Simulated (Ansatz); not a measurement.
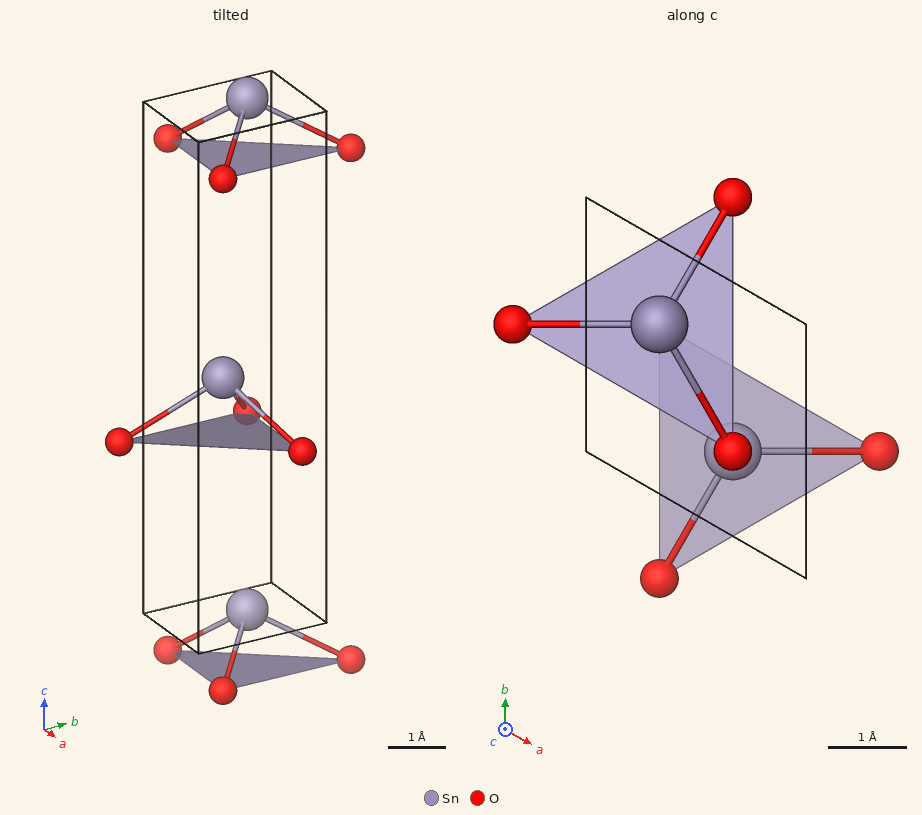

Drawn in the polyhedral manner and seen slightly off an axis and along the c axis. The frame is the conventional unit cell; atoms at its boundary are shown with their periodic copies. A few atoms beyond the faces are included.

SnO, space group P6_3mc (No. 186), a = 3.298 Å, b = 3.298 Å, c = 9.216 Å, α = 90.00°, β = 90.00°, γ = 120.00°. Its origin is a structure type filled with these elements by a generator (whether the compound takes this form wasn't checked). Earlier steps of the study, as a rule a relaxation of our own, may have changed the cell and positions, so they can lie some per cent off the listed ones. Ansatz was used for an electronic-structure calculation on it.

This one geometry was computed with Ansatz (DFT, plane waves, PAW) at six levels of theory: PBE with spin-orbit coupling, dielectric-dependent PBE0 (fraction 1/eps_inf of PBE), r2SCANh, PBE, PBE0 and HSE06. It was relaxed beforehand with r2SCAN.

Question: Which level gives the highest pressure at this volume, and what does that say about its equilibrium volume?

Answer: Highest: PBE with spin-orbit coupling (3.1 GPa) and PBE (3.1 GPa), which points to the largest equilibrium volume. Lowest, with the smallest volume: r2SCANh (-0.8 GPa). Levels within 0.5 GPa of each other can't be told apart.

Question: How does the band gap change with the level of theory?

Answer: PBE with spin-orbit coupling: a gap of 1.38 eV, indirect; PBE: a gap of 1.39 eV, indirect; HSE06: a gap of 1.91 eV, indirect; r2SCANh: a gap of 2.05 eV, indirect; dielectric-dependent PBE0 (fraction 1/eps_inf of PBE): a gap of 2.08 eV, indirect; PBE0: a gap of 2.57 eV, indirect.

Question: Collect the results in a table.

Answer:
| level | cutoff (eV) | k-mesh of the run's cell | gap (eV) | pressure (GPa) |
| --- | --- | --- | --- | --- |
| PBE with spin-orbit coupling | 420 | 12×12×4 | 1.38 | 3.1 |
| dielectric-dependent PBE0 (fraction 1/eps_inf of PBE) | 420 | 6×6×2 | 2.08 | 1.1 |
| r2SCANh | 500 | 6×6×2 | 2.05 | -0.8 |
| PBE | 420 | 12×12×4 | 1.39 | 3.1 |
| PBE0 | 420 | 6×6×2 | 2.57 | -0.2 |
| HSE06 | 420 | 6×6×2 | 1.91 | -0.2 |

Gaps are taken on the k-mesh or band path of each run.
